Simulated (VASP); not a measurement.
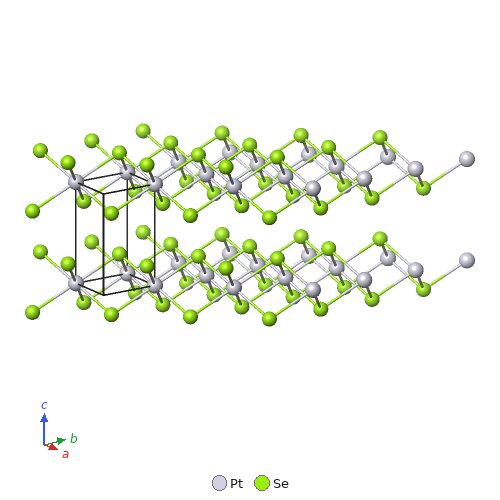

PtSe₂ (space group P-3m1, No. 164). Coordinates: the geometry relaxed with VASP Kohn-Sham DFT of a periodic cell, PBEsol, VASP PAW PBE potentials, recommended in VASP 6.6.1.

Bonds are taken as Pt–Se below 2.8 Å; no other contact counts. Atoms with one bond or none are removed and atoms with two bonds are replaced by edges, until no such atom is left.

What kind of net remains, and which atoms are its nodes?

A binodal (3,6)-connected, two-periodic (layers) net: Se is a 3-connected node; Pt is a 6-connected node, in the ratio 2:1.

Which named net is it?

It is the kgd net, known from the layers of CdI2 (1T type).

How do the layers lie?

The layers lie parallel to (001).

How many nodes does the smallest cycle have?

Four.

Give the point symbol of each node (shortest cycle at each angle).

Se: 4³; Pt: 4⁶·6⁶·8³.
